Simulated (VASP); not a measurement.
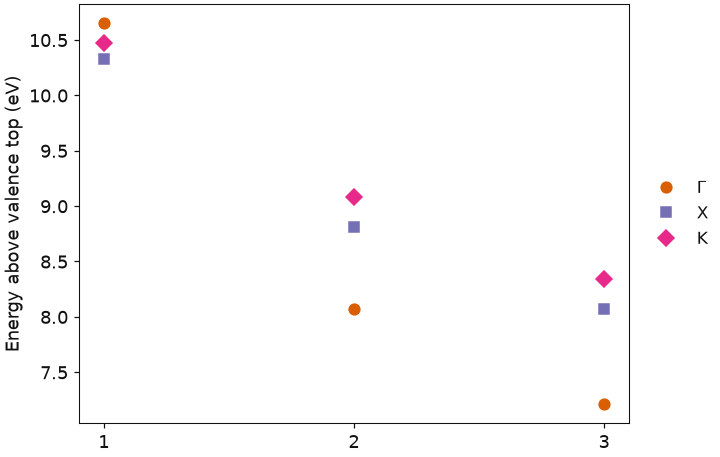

Lowest conduction level at each named k point, counted from the valence-band top at X, by several methods on one cell of fluorite-type CaF2, space group Fm-3m, 3 atoms in the primitive cell; cubic a = 5.425 Å. All runs are without spin-orbit coupling and carry no moments.

**Which column is which method? They are PBEsol, r2SCAN and TB-mBJ.**

1 is TB-mBJ; 2 is r2SCAN; 3 is PBEsol.

| method | program | Γ (eV) | X (eV) | K (eV) |
| --- | --- | --- | --- | --- |
| PBEsol | VASP | 7.21 | 8.07 | 8.34 |
| r2SCAN | VASP | 8.07 | 8.81 | 9.08 |
| TB-mBJ | VASP | 10.65 | 10.33 | 10.47 |

**Does r2SCAN shift these levels rigidly from PBEsol?**

The shifts are +0.86 eV at Γ, +0.74 eV at X and +0.74 eV at K, and at points that aren't plotted +0.85 eV (L) and +0.74 eV (W): over the named points that both runs hold, a spread of 0.12 eV on a mean of 0.79 eV, so one shift describes them only roughly.

Settings. PBEsol: VASP PAW PBE potentials, release 64 (Ca_sv, F), 8×8×8 k mesh, 600 eV cutoff, Gaussian smearing of 0.02 eV (VASP 6.6.1). r2SCAN: VASP PAW PBE potentials, release 64 (Ca_sv, F), 8×8×8 k mesh, 520 eV cutoff, Gaussian smearing of 0.02 eV (VASP). TB-mBJ: VASP PAW PBE potentials, release 64 (Ca_sv, F), 8×8×8 k mesh, 520 eV cutoff, Gaussian smearing of 0.02 eV (VASP 6.6.1).

The PAW data sets were made with another functional. The cell was derived from a database entry in an earlier step, so it needn't be the measured one. LDA, GGA and most meta-GGA functionals understate gaps. TB-mBJ: this is a model potential built to give gaps, with no total energy.
